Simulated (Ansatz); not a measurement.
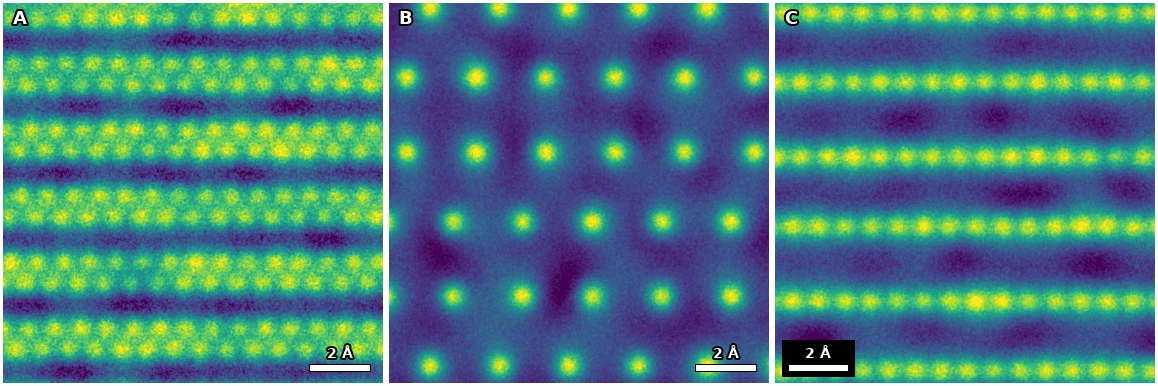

Three views of Mo (R-3m, No. 166) along different zone axes. Simulated as the projected potential of neutral atoms (B = 0.3 Å²) blurred by a 0.50 Å probe, the thin-sample limit of integrated differential phase contrast. The display is stretched by a gamma of 0.8; percentages refer to the linear signal. Shot noise and the speckle of an amorphous layer were added. Structure: the geometry relaxed with Ansatz 0.2.0, DFT PBE, scalar-relativistic, plane waves, PAW; the starting structure was generated, so it need not be a known form of this composition.

```yaml
crystal:
  lattice:
    - [2.76356, 0.00000, 0.00000]
    - [-1.38178, 2.39331, 0.00000]
    - [0.00000, 0.00000, 14.91584]
  atoms:
    - { symbol: Mo, position: [0.33333, 0.66667, 0.75285] }
    - { symbol: Mo, position: [0.00000, 0.00000, 0.91381] }
    - { symbol: Mo, position: [0.00000, 0.00000, 0.08619] }
    - { symbol: Mo, position: [0.66667, 0.33333, 0.24715] }
    - { symbol: Mo, position: [0.66667, 0.33333, 0.41952] }
    - { symbol: Mo, position: [0.33333, 0.66667, 0.58048] }
```

### Match the panels to the zone axes [100], [201] and [310].

A is [201]: projected cell 0.91 × 2.30 Å, 98°. B is [100]: projected cell 2.39 × 5.04 Å, 99°, plane group p2. C is [310]: projected cell 0.90 × 4.98 Å, 93°, plane group p2.
